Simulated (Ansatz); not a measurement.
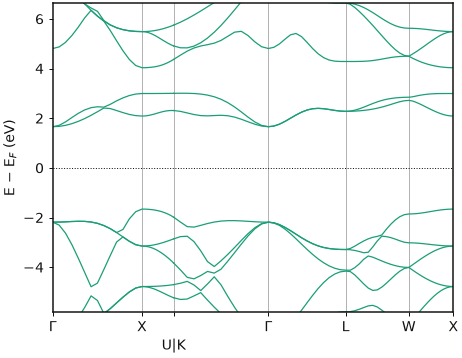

Band structure. Energies are counted from the Fermi level.

The material is ZrO₂, space group Fm-3m, 3 atoms in the cell.

Computed with Ansatz: DFT PBE, scalar-relativistic, plane waves, PAW, no spin polarisation, 8×8×8 k mesh, Gaussian smearing of 0.02 eV.

**Metal, semiconductor or insulator, and what is the gap?**

A wide-gap semiconductor or insulator. The gap along this path is 3.32 eV and indirect, from the valence-band top at X to the conduction-band bottom at Γ; the smallest direct gap is 3.75 eV, at X.

**How much do the top valence band and the lowest conduction band disperse along the path?**

The top valence band spans 1.6 eV and the lowest conduction band 1.1 eV.

The structure is an invented one, so it need not be a known or stable phase.
